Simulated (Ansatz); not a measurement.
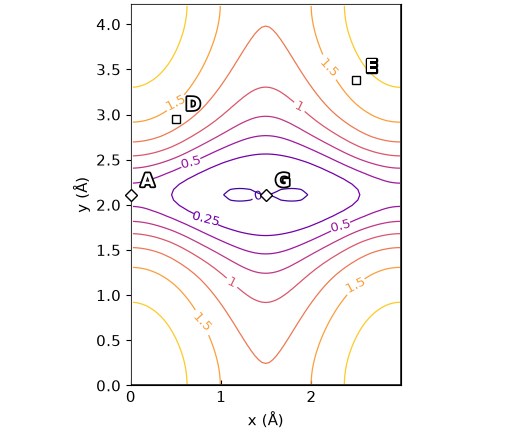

Si on a Ta(110) slab cut from the Fm-3m phase, its upper half relaxed before the scan (4 atoms of substrate and one adsorbate in a 1 × 1 cell). Si is moved over the surface cell; relaxed at each place: the height of the adsorbate's atoms; substrate rigid; the origin of the map has the adsorbate above Ta4. Places are given modulo a cell vector. The map is drawn in real space over the plane of the surface. The scan uses a 6 × 10 grid; 24 points were computed and 36 follow by symmetry. Energies: eV, counted from the lowest grid point. With one adsorbate in each 1 × 1 cell, its nearest image is 3.0 Å away, so neighbouring adsorbates interact. All numbers below come from DFT PBE, scalar-relativistic, plane waves, PAW in Ansatz. Settings: cutoff 420 eV, k-mesh 9×6×1, gaussian smearing 0.1 eV, no spin polarisation.

The picture shows contour lines labelled in eV, the outline of one cell of the plane, lettered points. Between grid points the surface is interpolated.

**Is G the lowest point of the computed grid?**

Yes. G, at a fourfold hollow over a second-layer Ta atom, (3/6, 5/10) of the cell vectors, has the lowest energy of the grid.

**Rank the lettered points by energy, lowest first.**

G (0.00 eV), A (0.43 eV), D (1.37 eV), E (1.64 eV).

PAW datasets: the set soft_1.
